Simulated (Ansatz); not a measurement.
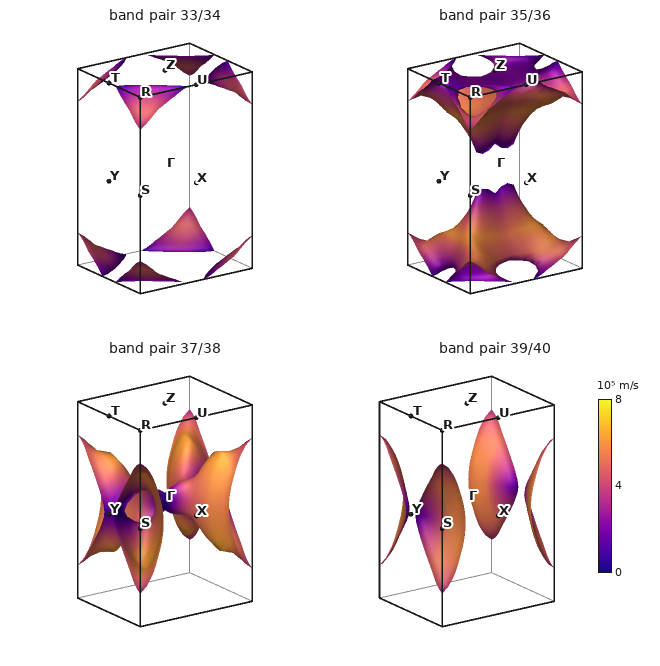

Fermi surface of Cs (space group Pnma, No. 62), coloured by the Fermi speed.

These are results of Ansatz 0.2.0, DFT PBE, spin-orbit coupling, plane waves, PAW; levels and slopes on a k mesh at the converged density, not measurements. Non-magnetic. With an inversion centre and no moment every band is doubly degenerate; a pair is shown and named once. The levels come from a k mesh of 6×6×10 points. The geometry was not relaxed. The cell comes from a database of computed structures, not from a measurement.

**How fast are the electrons on each sheet?**

Band pair 33/34: 1.1 to 4.8 × 10⁵ m/s over most of the sheet, 2.8 × 10⁵ m/s on average over states. Band pair 35/36: 1.5 to 6.1 × 10⁵ m/s over most of the sheet, 3.6 × 10⁵ m/s on average over states. Band pair 37/38: 2.1 to 6.3 × 10⁵ m/s over most of the sheet, 4.4 × 10⁵ m/s on average over states. Band pair 39/40: 1.6 to 5.8 × 10⁵ m/s over most of the sheet, 3.7 × 10⁵ m/s on average over states.

**Which of these bands adds most to the density of states at the Fermi level?**

Band pair 35/36, with 2.6 of 6.1 states/eV per cell.

The mesh is coarse (steps of 0.13 Å⁻¹).
